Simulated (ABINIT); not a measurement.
Geometry relaxation of Au (part 3 of 3)

Continued. System: Au (2 atoms in the cell). Method: Kohn-Sham DFT of a periodic cell, AM05, JTH PAW PBE v2.0, no spin polarisation (ABINIT 10.8.3); cutoff 653.07 eV, 11×11×6 k-mesh, fermi-dirac of 0.05 eV. The structure derives from an entry of the Crystallography Open Database.

Geometry of the input (Å; fractional positions):
```
2.9000  0.0000  0.0000
-1.4500  2.5115  0.0000
0.0000  0.0000  4.8800
Au 0.6667  0.3333  0.2500
Au 0.3333  0.6667  0.7500
```

### What the program printed, continued
```
--- !ResultsGS
iteration_state: {dtset: 1, itime: 5, icycle: 1, }
comment   : Summary of ground state results
lattice_vectors:
- [  5.4192010,   0.0000000,   0.0000000, ]
- [ -2.7096005,   4.6931657,   0.0000000, ]
- [  0.0000000,   0.0000000,   9.0294819, ]
lattice_lengths: [   5.41920,    5.41920,    9.02948, ]
lattice_angles: [ 90.000,  90.000, 120.000, ] # degrees, (23, 13, 12)
lattice_volume:   2.2964870E+02
convergence: {deltae: -1.720E-11, res2:  5.871E-10, residm:  1.354E-06, diffor: null, }
etotal    :  -6.83974905E+01
entropy   :   0.00000000E+00
fermie    :   2.77747180E-01
cartesian_stress_tensor: # hartree/bohr^3
- [  1.62710198E-06,   0.00000000E+00,   0.00000000E+00, ]
- [  0.00000000E+00,   1.62710093E-06,   0.00000000E+00, ]
- [  0.00000000E+00,   0.00000000E+00,   9.27122734E-06, ]
pressure_GPa:  -1.2284E-01
xred      :
- [  6.6667E-01,   3.3333E-01,   2.5000E-01, Au]
- [  3.3333E-01,   6.6667E-01,   7.5000E-01, Au]
cartesian_forces: # hartree/bohr
- [ -2.48435629E-29,  -1.43434377E-29,  -0.00000000E+00, ]
- [  2.48435629E-29,   1.43434377E-29,  -0.00000000E+00, ]
force_length_stats: {min:   2.86868754E-29, max:   2.86868754E-29, mean:   2.86868754E-29, }
...

 Integrated electronic density in atomic spheres:
 ------------------------------------------------
 Atom  Sphere_radius  Integrated_density
    1        2.50870          9.48594956
    2        2.50870          9.48594956

---OUTPUT-----------------------------------------------------------------------

 Cartesian coordinates (xcart) [bohr]
  2.70960050660520E+00  1.56438858191297E+00  2.25737047484675E+00
 -3.57937215510252E-17  3.12877716382594E+00  6.77211142454024E+00
 Reduced coordinates (xred)
  6.66666666666666E-01  3.33333333333333E-01  2.50000000000000E-01
  3.33333333333333E-01  6.66666666666666E-01  7.50000000000000E-01
 Cartesian forces (fcart) [Ha/bohr]; max,rms= 2.48436E-29 1.65624E-29 (free atoms)
 -2.48435628849208E-29 -1.43434377189807E-29 -0.00000000000000E+00
  2.48435628849208E-29  1.43434377189807E-29 -0.00000000000000E+00
 Gradient of E wrt nuclear positions in reduced coordinates (gred)
  1.34632261157719E-28  1.34843367614052E-45  0.00000000000000E+00
 -1.34632261157719E-28 -1.34843367614052E-45 -0.00000000000000E+00
 Scale of Primitive Cell (acell) [bohr]
  5.41920101321040E+00  5.41920101328343E+00  9.02948189938698E+00
 Real space primitive translations (rprimd) [bohr]
  5.41920101321040E+00  0.00000000000000E+00  0.00000000000000E+00
 -2.70960050660520E+00  4.69316574573891E+00  0.00000000000000E+00
  0.00000000000000E+00  0.00000000000000E+00  9.02948189938698E+00
 Unitary Cell Volume (ucvol) [Bohr^3]=  2.29648696376240E+02
 Angles (23,13,12)= [degrees]
  9.00000000000000E+01  9.00000000000000E+01  1.19999999999554E+02
 Lengths [Bohr]
  5.41920101321040E+00  5.41920101328343E+00  9.02948189938698E+00
 Stress tensor in cartesian coordinates (strten) [Ha/bohr^3]
  1.62710198470598E-06  0.00000000000000E+00  0.00000000000000E+00
  0.00000000000000E+00  1.62710092922042E-06  0.00000000000000E+00
  0.00000000000000E+00  0.00000000000000E+00  9.27122733966265E-06
 Total energy (etotal) [Ha]= -6.83974905040841E+01

 Difference of energy with previous step (new-old):
           Absolute (Ha)=-9.31167E-06
           Relative     =-1.36141E-07

--- Iteration: ( 6/60) Internal Cycle: (1/1)
--------------------------------------------------------------------------------

---SELF-CONSISTENT-FIELD CONVERGENCE--------------------------------------------

--- !BeginCycle
iteration_state: {dtset: 1, itime: 6, icycle: 1, }
solver: {iscf: 17, nstep: 100, nline: 4, wfoptalg: 10, }
tolerances: {tolvrs: 1.00E-09, }
...

     iter   Etot(hartree)      deltaE(h)  residm     nres2
 ETOT  1  -68.397505771801    -6.840E+01 1.574E-04 5.755E-03
 ETOT  2  -68.397493592758     1.218E-05 2.958E-05 5.247E-04
 ETOT  3  -68.397492019639     1.573E-06 2.227E-06 2.876E-05
 ETOT  4  -68.397492030262    -1.062E-08 9.614E-06 7.667E-06
 ETOT  5  -68.397492034844    -4.582E-09 1.914E-06 7.343E-07
 ETOT  6  -68.397492037391    -2.547E-09 2.127E-06 4.588E-08
 ETOT  7  -68.397492038120    -7.293E-10 1.727E-06 3.939E-09
 ETOT  8  -68.397492038150    -2.966E-11 1.296E-06 5.071E-10

 At SCF step    8       nres2   =  5.07E-10 < tolvrs=  1.00E-09 =>converged.

 Cartesian components of stress tensor (hartree/bohr^3)
  sigma(1 1)=  5.12610785E-07  sigma(3 2)=  0.00000000E+00
  sigma(2 2)=  5.12609728E-07  sigma(3 1)=  0.00000000E+00
  sigma(3 3)=  5.90915680E-07  sigma(2 1)=  0.00000000E+00

--- !ResultsGS
iteration_state: {dtset: 1, itime: 6, icycle: 1, }
comment   : Summary of ground state results
lattice_vectors:
- [  5.4214367,   0.0000000,   0.0000000, ]
- [ -2.7107184,   4.6951019,   0.0000000, ]
- [  0.0000000,   0.0000000,   9.0156925, ]
lattice_lengths: [   5.42144,    5.42144,    9.01569, ]
lattice_angles: [ 90.000,  90.000, 120.000, ] # degrees, (23, 13, 12)
lattice_volume:   2.2948722E+02
convergence: {deltae: -2.966E-11, res2:  5.071E-10, residm:  1.296E-06, diffor: null, }
etotal    :  -6.83974920E+01
entropy   :   0.00000000E+00
fermie    :   2.78237758E-01
cartesian_stress_tensor: # hartree/bohr^3
- [  5.12610785E-07,   0.00000000E+00,   0.00000000E+00, ]
- [  0.00000000E+00,   5.12609728E-07,   0.00000000E+00, ]
- [  0.00000000E+00,   0.00000000E+00,   5.90915680E-07, ]
pressure_GPa:  -1.5849E-02
xred      :
- [  6.6667E-01,   3.3333E-01,   2.5000E-01, Au]
- [  3.3333E-01,   6.6667E-01,   7.5000E-01, Au]
cartesian_forces: # hartree/bohr
- [  7.44999538E-29,  -7.16876139E-29,  -0.00000000E+00, ]
- [ -7.44999538E-29,   7.16876139E-29,  -0.00000000E+00, ]
force_length_stats: {min:   1.03389347E-28, max:   1.03389347E-28, mean:   1.03389347E-28, }
...

 Integrated electronic density in atomic spheres:
 ------------------------------------------------
 Atom  Sphere_radius  Integrated_density
    1        2.50870          9.48757891
    2        2.50870          9.48757891

---OUTPUT-----------------------------------------------------------------------

 Cartesian coordinates (xcart) [bohr]
  2.71071835013588E+00  1.56503396917633E+00  2.25392313689329E+00
 -1.10098169505364E-16  3.13006793835266E+00  6.76176941067986E+00
 Reduced coordinates (xred)
  6.66666666666666E-01  3.33333333333333E-01  2.50000000000000E-01
  3.33333333333333E-01  6.66666666666666E-01  7.50000000000000E-01
 Cartesian forces (fcart) [Ha/bohr]; max,rms= 7.45000E-29 5.96919E-29 (free atoms)
  7.44999537581821E-29 -7.16876139268804E-29 -0.00000000000000E+00
 -7.44999537581821E-29  7.16876139268804E-29 -0.00000000000000E+00
 Gradient of E wrt nuclear positions in reduced coordinates (gred)
 -4.03896783473158E-28  5.38529044630877E-28 -0.00000000000000E+00
  4.03896783473158E-28 -5.38529044630877E-28 -0.00000000000000E+00
 Scale of Primitive Cell (acell) [bohr]
  5.42143670027177E+00  5.42143670034483E+00  9.01569254757315E+00
 Real space primitive translations (rprimd) [bohr]
  5.42143670027177E+00  0.00000000000000E+00  0.00000000000000E+00
 -2.71071835013588E+00  4.69510190752900E+00  0.00000000000000E+00
  0.00000000000000E+00  0.00000000000000E+00  9.01569254757315E+00
 Unitary Cell Volume (ucvol) [Bohr^3]=  2.29487221346746E+02
 Angles (23,13,12)= [degrees]
  9.00000000000000E+01  9.00000000000000E+01  1.19999999999554E+02
 Lengths [Bohr]
  5.42143670027177E+00  5.42143670034483E+00  9.01569254757315E+00
 Stress tensor in cartesian coordinates (strten) [Ha/bohr^3]
  5.12610784784984E-07  0.00000000000000E+00  0.00000000000000E+00
  0.00000000000000E+00  5.12609727859603E-07  0.00000000000000E+00
  0.00000000000000E+00  0.00000000000000E+00  5.90915679922477E-07
 Total energy (etotal) [Ha]= -6.83974920381497E+01

 Difference of energy with previous step (new-old):
           Absolute (Ha)=-1.53407E-06
           Relative     =-2.24287E-08

 At Broyd/MD step   6, gradients are converged :
  max grad (force/stress) = 5.9092E-05 < tolmxf= 2.0000E-04 ha/bohr (free atoms)

================================================================================

 ----iterations are completed or convergence reached----

 Mean square residual over all n,k,spin=   22.294E-10; max=  12.965E-07
 reduced coordinates (array xred) for    2 atoms
       0.666666666667      0.333333333333      0.250000000000
       0.333333333333      0.666666666667      0.750000000000
 rms dE/dt=  3.9635E-28; max dE/dt=  5.3853E-28; dE/dt below (all hartree)
    1      -0.000000000000      0.000000000000      0.000000000000
    2       0.000000000000     -0.000000000000      0.000000000000

 cartesian coordinates (angstrom) at end:
    1      1.43445037509534     0.82818031021534     1.19272475836177
    2     -0.00000000000000     1.65636062043067     3.57817427508532

 cartesian forces (hartree/bohr) at end:
    1      0.00000000000000    -0.00000000000000    -0.00000000000000
    2     -0.00000000000000     0.00000000000000    -0.00000000000000
 frms,max,avg= 5.9691867E-29 7.4499954E-29   0.000E+00  0.000E+00  0.000E+00 h/b

 cartesian forces (eV/Angstrom) at end:
    1      0.00000000000000    -0.00000000000000    -0.00000000000000
    2     -0.00000000000000     0.00000000000000    -0.00000000000000
 frms,max,avg= 3.0694792E-27 3.8309417E-27   0.000E+00  0.000E+00  0.000E+00 e/A
 length scales=  5.421436700272  5.421436700345  9.015692547573 bohr
              =  2.868900750191  2.868900750229  4.770899033447 angstroms
 Fermi (or HOMO) energy (eV) =   7.57124   Average Vxc (eV)= -11.92249
 Eigenvalues (   eV  ) for nkpt=  64  k points:
 kpt#   1, nband= 15, wtk=  0.00138, kpt=  0.0000  0.0000  0.0000 (reduced coord)
  -2.35150    0.18675    2.78467    3.02163    3.02163    3.35038    3.35038    3.98602
   3.98602    5.41226    5.41226    6.42522   10.39343   22.61693   24.08696
 prteigrs : prtvol=0 or 1, do not print more k-points.

--- !EnergyTerms
iteration_state     : {dtset: 1, itime: 6, icycle: 1, }
comment             : Components of total free energy in Hartree
kinetic             :  1.85925126112140E+01
hartree             :  7.23352614513500E+00
xc                  : -5.96155898394435E+00
Ewald energy        : -7.19141916904099E+01
psp_core            :  6.74917874862351E+00
local_psp           : -2.75008826314488E+01
PAW spherical_terms :  4.40418380157463E+00
internal            : -6.83972319992560E+01
'-kT*entropy'       : -2.91759695750141E-04
total_energy        : -6.83975237589518E+01
total_energy_eV     : -1.86119143727350E+03
...

--- !EnergyTermsDC
iteration_state     : {dtset: 1, itime: 6, icycle: 1, }
comment             : '"Double-counting" decomposition of free energy'
band_energy         :  2.70979808593894E+00
Ewald energy        : -7.19141916904099E+01
psp_core            :  6.74917874862351E+00
xc_dc               : -6.07922058699199E+00
PAW spherical_terms :  1.37235164385538E-01
internal            : -6.83972002784539E+01
'-kT*entropy'       : -2.91759695750141E-04
total_energy_dc     : -6.83974920381497E+01
total_energy_dc_eV  : -1.86119057410650E+03
...

--- !EnergyTermsWithPAWCore
iteration_state     : {dtset: 1, itime: 6, icycle: 1, }
comment             : 'Components of total free energy, including PAW core contributions'
Total energy        : -3.80040903502134E+04
Total energy DC     : -3.80040903184926E+04
Total energy (eV)   : -1.03414398144682E+06
Total energy DC (eV): -1.03414398058365E+06
...

 Cartesian components of stress tensor (hartree/bohr^3)
  sigma(1 1)=  5.12610785E-07  sigma(3 2)=  0.00000000E+00
  sigma(2 2)=  5.12609728E-07  sigma(3 1)=  0.00000000E+00
  sigma(3 3)=  5.90915680E-07  sigma(2 1)=  0.00000000E+00

-Cartesian components of stress tensor (GPa)         [Pressure= -1.5849E-02 GPa]
- sigma(1 1)=  1.50815300E-02  sigma(3 2)=  0.00000000E+00
- sigma(2 2)=  1.50814989E-02  sigma(3 1)=  0.00000000E+00
- sigma(3 3)=  1.73853395E-02  sigma(2 1)=  0.00000000E+00

== END DATASET(S) ==============================================================
================================================================================

 -outvars: echo values of variables after computation  --------
            acell      5.4214367003E+00  5.4214367003E+00  9.0156925476E+00 Bohr
           etotal     -6.8397492038E+01
            fcart      7.4499953758E-29 -7.1687613927E-29 -0.0000000000E+00
                      -7.4499953758E-29  7.1687613927E-29 -0.0000000000E+00
            rprim      1.0000000000E+00  0.0000000000E+00  0.0000000000E+00
                      -4.9999999999E-01  8.6602540379E-01  0.0000000000E+00
                       0.0000000000E+00  0.0000000000E+00  1.0000000000E+00
           strten      5.1261078478E-07  5.1260972786E-07  5.9091567992E-07
                       0.0000000000E+00  0.0000000000E+00  0.0000000000E+00
           xangst      1.4344503751E+00  8.2818031022E-01  1.1927247584E+00
                      -5.8261442225E-17  1.6563606204E+00  3.5781742751E+00
             xred      6.6666666667E-01  3.3333333333E-01  2.5000000000E-01
                       3.3333333333E-01  6.6666666667E-01  7.5000000000E-01
 Calculation completed.
```

### Trajectory as extended XYZ (Å, eV, eV/Å), 6 frames, from step=0 to step=5
```
2
Lattice="2.9000 0.0000 0.0000 -1.4500 2.5115 0.0000 0.0000 0.0000 4.8800" Properties=species:S:1:pos:R:3:forces:R:3 step=0 energy=-1861.15697
Au    1.4500    0.8372    1.2200    0.0000   0.0000   0.0000
Au    0.0000    1.6743    3.6600    0.0000   0.0000   0.0000
2
Lattice="2.8813 0.0000 0.0000 -1.4406 2.4953 0.0000 0.0000 0.0000 4.8454" Properties=species:S:1:pos:R:3:forces:R:3 step=1 energy=-1861.17980
Au    1.4406    0.8318    1.2114    0.0000   0.0000   0.0000
Au    0.0000    1.6635    3.6341    0.0000   0.0000   0.0000
2
Lattice="2.8597 0.0000 0.0000 -1.4299 2.4766 0.0000 0.0000 0.0000 4.7918" Properties=species:S:1:pos:R:3:forces:R:3 step=2 energy=-1861.19000
Au    1.4299    0.8255    1.1980    0.0000   0.0000   0.0000
Au    0.0000    1.6511    3.5939    0.0000   0.0000   0.0000
2
Lattice="2.8631 0.0000 0.0000 -1.4316 2.4795 0.0000 0.0000 0.0000 4.7895" Properties=species:S:1:pos:R:3:forces:R:3 step=3 energy=-1861.19028
Au    1.4316    0.8265    1.1974    0.0000   0.0000   0.0000
Au    0.0000    1.6530    3.5922    0.0000   0.0000   0.0000
2
Lattice="2.8677 0.0000 0.0000 -1.4339 2.4835 0.0000 0.0000 0.0000 4.7782" Properties=species:S:1:pos:R:3:forces:R:3 step=4 energy=-1861.19053
Au    1.4339    0.8278    1.1945    0.0000   0.0000   0.0000
Au    0.0000    1.6557    3.5836    0.0000   0.0000   0.0000
2
Lattice="2.8689 0.0000 0.0000 -1.4345 2.4845 0.0000 0.0000 0.0000 4.7709" Properties=species:S:1:pos:R:3:forces:R:3 step=5 energy=-1861.19057
Au    1.4345    0.8282    1.1927    0.0000   0.0000   0.0000
Au    0.0000    1.6564    3.5782    0.0000   0.0000   0.0000
```

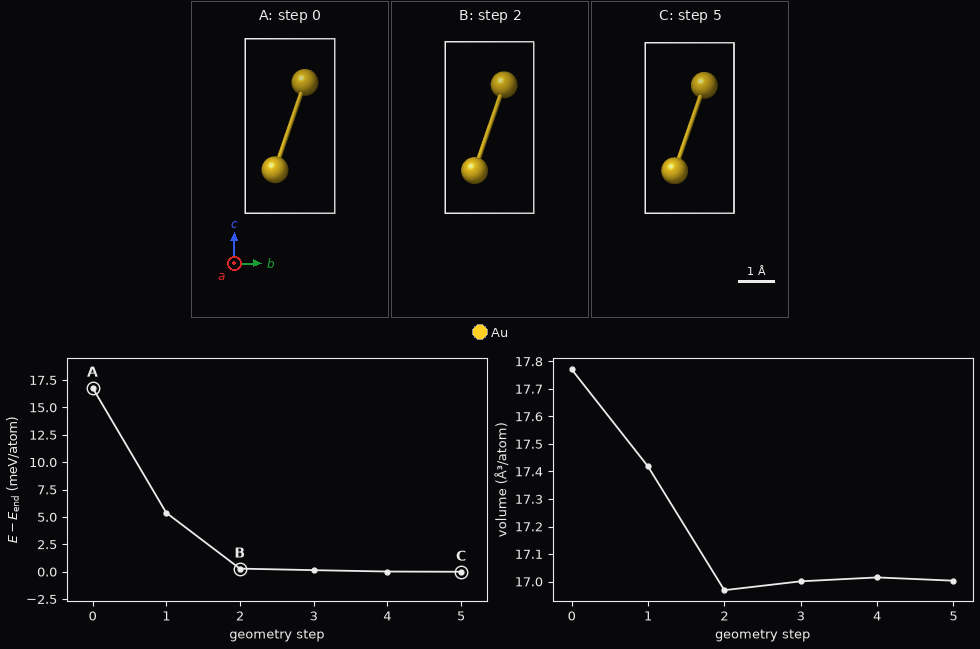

*Frames of the relaxation (ball-and-stick view of the cell of the calculation, along the a axis) above the curves, on which the letters mark them (steps are counted from 0).*

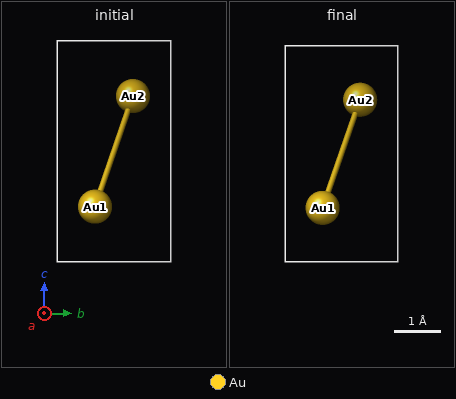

*Before (left) and after (right) the relaxation, at one scale (ball-and-stick view of the cell of the calculation, along the a axis).*

After 5 geometry steps the energy has fallen by 16.8 meV per atom. All forces vanish by symmetry, so only the cell relaxes. The atoms keep their places relative to the cell (all moves are under 0.005 Å). Cell: a = b 2.900 → 2.869 Å (−1.1 %), c 4.880 → 4.771 Å (−2.2 %). Volume −4.3 %. Among the contacts that change: Au1–Au2 2.959 → 2.904 Å, Au1–Au1 2.900 → 2.869 Å. The space group stays P6_3/mmc (No. 194). (Atoms are counted from 1 in the order of the input.)
